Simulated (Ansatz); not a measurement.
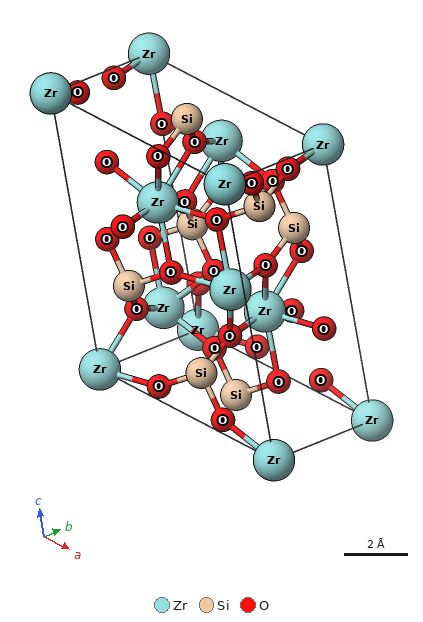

*The input geometry (ball-and-stick view of the cell of the calculation, seen slightly off an axis).*

# Single-point calculation of ZrSiO4 (part 1 of 2)

- system: ZrSiO4 (36 atoms in the cell)
- method: DFT PBE, scalar-relativistic, plane waves, PAW, no spin polarisation (Ansatz 0.2.0)

The structure derives from a Materials Project entry. It belongs to a series of runs on one base structure; here: the perfect crystal in a cell of 36 atoms.

**Input file**
```yaml
crystal:
  lattice:
    - [0.0, 6.6775195634, 0.0]
    - [6.6775195634, 0.0, 0.0]
    - [-3.3387597817, -3.3387597817, -9.0352120658]
  atoms:
    - { symbol: Zr, position: [0.0, 0.0, 0.0] }
    - { symbol: Zr, position: [0.6666666667, 0.6666666667, 0.3333333333] }
    - { symbol: Zr, position: [0.3333333333, 0.3333333333, 0.6666666667] }
    - { symbol: Zr, position: [0.75, 0.25, 0.5] }
    - { symbol: Zr, position: [0.4166666667, 0.9166666667, 0.8333333333] }
    - { symbol: Zr, position: [0.0833333333, 0.5833333333, 0.1666666667] }
    - { symbol: Si, position: [0.1666666667, 0.1666666667, 0.3333333333] }
    - { symbol: Si, position: [0.8333333333, 0.8333333333, 0.6666666667] }
    - { symbol: Si, position: [0.5, 0.5, 1.0] }
    - { symbol: Si, position: [0.25, 0.75, 0.5] }
    - { symbol: Si, position: [0.9166666667, 0.4166666667, 0.8333333333] }
    - { symbol: Si, position: [0.5833333333, 0.0833333333, 0.1666666667] }
    - { symbol: O, position: [0.7096850859, 0.8934449824, 0.7868899647] }
    - { symbol: O, position: [0.3763517526, 0.560111649, 0.120223298] }
    - { symbol: O, position: [0.0430184192, 0.2267783157, 0.4535566314] }
    - { symbol: O, position: [0.310111649, 0.9938715455, 0.620223298] }
    - { symbol: O, position: [0.9767783157, 0.6605382121, 0.9535566314] }
    - { symbol: O, position: [0.6434449824, 0.3272048788, 0.2868899647] }
    - { symbol: O, position: [0.310111649, 0.6263517526, 0.620223298] }
    - { symbol: O, position: [0.9767783157, 0.2930184192, 0.9535566314] }
    - { symbol: O, position: [0.6434449824, 0.9596850859, 0.2868899647] }
    - { symbol: O, position: [0.4105382121, 0.2267783157, 0.4535566314] }
    - { symbol: O, position: [0.0772048788, 0.8934449824, 0.7868899647] }
    - { symbol: O, position: [0.7438715455, 0.560111649, 0.120223298] }
    - { symbol: O, position: [0.7732216843, 0.5894617879, 0.5464433686] }
    - { symbol: O, position: [0.439888351, 0.2561284545, 0.879776702] }
    - { symbol: O, position: [0.1065550176, 0.9227951212, 0.2131100353] }
    - { symbol: O, position: [0.3736482474, 0.689888351, 0.379776702] }
    - { symbol: O, position: [0.0403149141, 0.3565550176, 0.7131100353] }
    - { symbol: O, position: [0.7069815808, 0.0232216843, 0.0464433686] }
    - { symbol: O, position: [0.0061284545, 0.689888351, 0.379776702] }
    - { symbol: O, position: [0.6727951212, 0.3565550176, 0.7131100353] }
    - { symbol: O, position: [0.3394617879, 0.0232216843, 0.0464433686] }
    - { symbol: O, position: [0.1065550176, 0.2903149141, 0.2131100353] }
    - { symbol: O, position: [0.7732216843, 0.9569815808, 0.5464433686] }
    - { symbol: O, position: [0.439888351, 0.6236482474, 0.879776702] }
basis:
  ecutwfc: 420
  xc_grid: 2
kpoints:
  mp_grid: { grid: [2, 2, 2], shift: [0.0, 0.0, 0.0] }
hamiltonian:
  xc: pbe
scf:
  occupations: { method: gaussian, width: 0.02 }
output:
  forces: true
  stress: true
  eigenvalues: true
  write_density: true
  write_potential: true
  elf: true
  volumetric_format: npy
```

Launched with:
```bash
ansatz run input.yaml --threads 8 --pin off --max-ram 16384MiB --backend cpu --events-out ev --progress --plain --runs-dir out
```

**The program's output**
```
Engine: ansatz 0.2.0, aarch64-unknown-linux-gnu
Pseudopotentials: kind: paw
Pseudopotential: Zr, paw, valence charge 12, recommended cutoff 420 eV (normal), Zr.paw.azcp
Pseudopotential: Si, paw, valence charge 4, recommended cutoff 420 eV (normal), Si.paw.azcp
Pseudopotential: O, paw, valence charge 6, recommended cutoff 420 eV (normal), O.paw.azcp
Functional definition: PBE
  parameter kappa = 0.804
  parameter beta = 0.06672455060314922
  exchange = pbe_x(kappa = kappa, mu = beta*pi^2/3)
  correlation = pbe_c(beta = beta)
Crystal: 36 atoms, lattice volume = 402.873 Å³
Basis set: ecut = 420 eV, 7831 PW (Γ), exchange–correlation on 90×90×144 points (8 copies of the dense FFT grid, shifted against one another)
Bands: 156, of which v1, the nominal top of the filled ones, is band 120 counted from 1 (119 counted from 0)
Symmetry: 48 space group operations
Space group: I41/amd (ITA 141), of the structure as read, at distance tolerance 7.4e-5 Å
k-points: 4 of 8
Non-local potential: Zr, projectors of the file, l = 0: 3, l = 1: 2, l = 2: 2, l = 3: 2
Non-local potential: Si, projectors of the file, l = 0: 2, l = 1: 2, l = 2: 2
Non-local potential: O, projectors of the file, l = 0: 2, l = 1: 2, l = 2: 1
PAW form: soft (Blöchl's): semilocal exchange-correlation on the pseudo side does not see the compensation charge
PAW one-centre angular grid: Zr, 590 points (default); XC on 64 Gauss nodes
PAW one-centre angular grid: Si, 110 points (default); XC on 64 Gauss nodes
PAW one-centre angular grid: O, 110 points (default); XC on 64 Gauss nodes
Initial density: superposition of atomic densities (neutral atoms: chi_scale 0, normalization atom), corrected by the library's trained network
Initial wavefunctions: pseudopotential atomic-orbital guess
Functional: x = pbe(κ = 0.804, μ = 0.2195149727645171), c = pbe(β = 0.06672455060314922)
SCF iter   1: F=—  HF=-42589.268501 eV  |F-HF|=—  |Δ(HF+E_count)|=         —  Δρ=2.46e-3  dr2=7.45e-3  ethr=1.77e-3  ⟨swp⟩=6.5  Hψ=2428  notcnv=0  defer=44
preconditioner: auto → Resta (q_TF=auto, 2.503 Å⁻¹)  ε∞=4.0  [insulator: Δε(μ)=4.606 eV  Ē_g=16.079 eV  σ=0.020 eV  W_gap=1.00  n_scr=110 (ndim 8)  ℏωp=27.9 eV  f_vac=0.010  D(μ)=0.00/eV (n_scr^D=0)  ε∞_Penn≈4.0]
SCF iter   2: F=—  HF=-42589.271649 eV  |F-HF|=—  |Δ(HF+E_count)|=   3.15e-3  Δρ=1.35e-3  dr2=1.68e-3  ethr=3.10e-6  ⟨swp⟩=2.0  Hψ=1218  notcnv=0  defer=119
SCF iter   3: F=—  HF=-42589.274593 eV  |F-HF|=—  |Δ(HF+E_count)|=   2.94e-3  Δρ=3.71e-4  dr2=1.88e-4  ethr=7.01e-7  ⟨swp⟩=2.0  Hψ=943  notcnv=0  defer=119
SCF iter   4: F=—  HF=-42589.274900 eV  |F-HF|=—  |Δ(HF+E_count)|=   3.07e-4  Δρ=9.67e-5  dr2=4.43e-5  ethr=7.82e-8  ⟨swp⟩=2.0  Hψ=958  notcnv=0  defer=119
SCF iter   5: F=—  HF=-42589.274118 eV  |F-HF|=—  |Δ(HF+E_count)|=   7.82e-4  Δρ=4.64e-5  dr2=1.05e-5  ethr=1.84e-8  ⟨swp⟩=2.0  Hψ=835  notcnv=0  defer=119
SCF iter   6: F=—  HF=-42589.274117 eV  |F-HF|=—  |Δ(HF+E_count)|=   7.46e-7  Δρ=7.85e-6  dr2=1.81e-7  ethr=4.39e-9  ⟨swp⟩=2.0  Hψ=814  notcnv=0  defer=119
SCF iter   7: F=-42589.274118 eV  HF=-42589.274118 eV  |F-HF|=2.39e-9  |Δ(HF+E_count)|=   1.58e-7  Δρ=1.61e-6  dr2=9.29e-9  ethr=4.17e-11  ⟨swp⟩=14.8  Hψ=4375  notcnv=0
SCF 1 converged in 7 iterations: F = -42589.274118 eV  dr2 = 9.29e-9
  greatest PAW one-centre occupation: 0.995 electrons in one spin orbital (limit 2), on the Zr atom at site 5 (counted from 0), in its partial waves of l = 0
SCF converged after 7 iterations
Free energy (F): -42589.274118 eV
Harris-Foulkes:  -42589.274118 eV  (|F-HF|=2.39e-9)
Internal energy: -42589.274118 eV  (E = F + TS)
E sigma→0 (E₀):  -42589.274118 eV
Fermi energy:    10.044863 eV
--- Per-component energies (eV) ---
  E_band       = -875.198031
  E_kinetic    = 6520.222286
  E_local      = -13081.444256  (includes V_loc(G=0)·N_el)
  E_nonlocal   = 1747.049445
  E_hartree    = 4504.766886
  E_xc         = -3094.922214
  E_vxc        = -3716.184695  (∫ρ·V_xc dr)
  E_paw        = -24596.334885  (= ΣΔE_a)
  E_vpaw       = -1354.435983  (= ΣTr[D̂ρ^β])
  E_aug_tail   = 0.060024  (compensation charges beyond the density's cutoff)
  E_ewald      = -14588.671403
  E_smearing   = -0.000000  (= −TS)
  E_closure    = 0.000000  (closes the sum)
  Σ components = -42589.274118   (vs F -42589.274118, Δ=0.00e0)
--- Forces (eV/Å), atoms counted from 1 ---
  atom   1  Zr     0.00000000    -0.00000000     0.00000000
  atom   2  Zr     0.00000000    -0.00000000    -0.00000000
  atom   3  Zr     0.00000000    -0.00000000     0.00000000
  atom   4  Zr    -0.00000000    -0.00000000    -0.00000000
  atom   5  Zr    -0.00000000    -0.00000000     0.00000000
  atom   6  Zr    -0.00000000     0.00000000    -0.00000000
  atom   7  Si    -0.00000000    -0.00000000     0.00000000
  atom   8  Si    -0.00000000     0.00000000     0.00000000
  atom   9  Si    -0.00000000     0.00000000     0.00000000
  atom  10  Si     0.00000000     0.00000000     0.00000000
  atom  11  Si     0.00000000     0.00000000     0.00000000
  atom  12  Si     0.00000000     0.00000000    -0.00000000
  atom  13  O     -0.00000000    -0.00369545     0.01739914
  atom  14  O     -0.00000000    -0.00369545     0.01739914
  atom  15  O     -0.00000000    -0.00369545     0.01739914
  atom  16  O      0.00369545     0.00000000     0.01739914
  atom  17  O      0.00369545     0.00000000     0.01739914
  atom  18  O      0.00369545     0.00000000     0.01739914
  atom  19  O     -0.00369545     0.00000000     0.01739914
  atom  20  O     -0.00369545     0.00000000     0.01739914
  atom  21  O     -0.00369545     0.00000000     0.01739914
  atom  22  O     -0.00000000     0.00369545     0.01739914
  atom  23  O     -0.00000000     0.00369545     0.01739914
  atom  24  O     -0.00000000     0.00369545     0.01739914
  atom  25  O     -0.00369545    -0.00000000    -0.01739914
  atom  26  O     -0.00369545    -0.00000000    -0.01739914
  atom  27  O     -0.00369545    -0.00000000    -0.01739914
  atom  28  O      0.00000000     0.00369545    -0.01739914
  atom  29  O      0.00000000     0.00369545    -0.01739914
  atom  30  O      0.00000000     0.00369545    -0.01739914
  atom  31  O      0.00000000    -0.00369545    -0.01739914
  atom  32  O      0.00000000    -0.00369545    -0.01739914
  atom  33  O      0.00000000    -0.00369545    -0.01739914
  atom  34  O      0.00369545     0.00000000    -0.01739914
  atom  35  O      0.00369545     0.00000000    -0.01739914
  atom  36  O      0.00369545     0.00000000    -0.01739914
  max |Σ_I F_I| component: 9.02e-17 eV/Å
--- Stress (GPa, compression-positive) ---
       -0.019980      -0.000000      -0.000000
       -0.000000      -0.019980      -0.000000
       -0.000000      -0.000000      -0.002081
  P = ⅓ Tr σ = -0.0140 GPa (-0.140 kbar)
--- Band table (eV) ---
  k-point 0: bands = ["-40.0128", "-40.0066", "-40.0066", "-39.9944", "-39.9944", "-39.9883", "-18.2464", "-18.2464", "-18.2464", "-18.2464", "-18.2331", "-18.2331", "-18.1292", "-18.1292", "-18.1257", "-18.0997", "-18.0997", "-18.0870", "-17.9792", "-17.9792", "-17.9682", "-17.9682", "-17.9682", "-17.9682", "-11.1226", "-10.5367", "-10.5367", "-10.4135", "-10.4135", "-10.2765", "-9.9026", "-9.9026", "-9.4308", "-9.2876", "-9.2876", "-9.2504", "-8.8881", "-8.8881", "-8.8881", "-8.8881", "-8.8875", "-8.8875", "-8.7584", "-8.7584", "-8.7584", "-8.7584", "-8.7458", "-8.7458", "0.4201", "0.5456", "0.5456", "1.8493", "1.8493", "1.9530", "2.1070", "2.1499", "2.1499", "2.6217", "2.6217", "2.6995", "2.6995", "3.2524", "3.5267", "3.5267", "3.5267", "3.5267", "3.7584", "3.8495", "4.1246", "4.1246", "4.1246", "4.1246", "4.5791", "4.5791", "4.7004", "4.7114", "4.7114", "4.7717", "4.7717", "4.8512", "4.9566", "4.9566", "5.3420", "5.3420", "5.3518", "5.3518", "5.3518", "5.3518", "5.4659", "5.4659", "5.4659", "5.4659", "5.7139", "5.7139", "5.7571", "5.7571", "6.2027", "6.2027", "6.4089", "6.4089", "6.5940", "6.5940", "6.7295", "6.7295", "6.7295", "6.7295", "6.9202", "6.9202", "6.9841", "7.0747", "7.1709", "7.1709", "7.2012", "7.2012", "7.2033", "7.3121", "7.3121", "7.3121", "7.3121", "7.7330", "12.5306", "12.7363", "12.7363", "12.9265", "12.9772", "12.9772", "13.2353", "13.2353", "13.2751", "13.2751", "13.2751", "13.2751", "13.3495", "13.3495", "13.7674", "13.9020", "13.9678", "13.9678", "14.1122", "14.2788", "14.2788", "14.2847", "14.2847", "14.6205", "14.6322", "14.6322", "14.6322", "14.6322", "15.2167", "15.2167", "15.7746", "16.6393", "16.6393", "17.0998", "17.0998", "17.1690"]
```
